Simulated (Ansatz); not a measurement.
Mo (Fddd, No. 70): the geometry given to an electronic-structure calculation, possibly off equilibrium; the starting structure was generated, so it need not be a known form of this composition.

```
CELL_PARAMETERS angstrom
2.65297 0.00000 0.00000
0.00000 5.42504 0.00000
0.00000 0.00000 8.93612
ATOMIC_POSITIONS crystal
Mo 0.25000 0.25000 0.75000
Mo 0.50000 0.00000 0.00000
Mo 0.25000 0.75000 0.25000
Mo 0.50000 0.50000 0.50000
Mo 0.75000 0.25000 0.25000
Mo 0.00000 0.00000 0.50000
Mo 0.75000 0.75000 0.75000
Mo 0.00000 0.50000 0.00000
```

What will a Z-contrast image along [010] show? Simulation: incoherent imaging, intensity Z^1.8 per atom, probe width 0.87 Å, thin sample. Shot noise and a slight drift were added.

The columns repeat on a centred rectangular net of 1.33 × 4.47 Å (plane group c2mm). All columns are alike (Mo). The shortest distance between visible columns is 1.33 Å in projection. Along the beam the structure repeats every 5.43 Å.

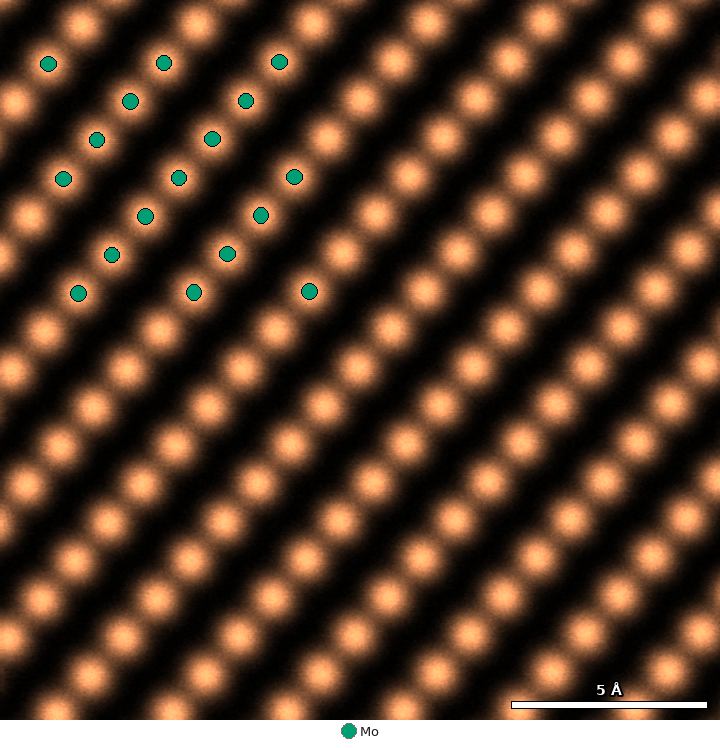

The simulated image, with the columns of the model marked in one corner.
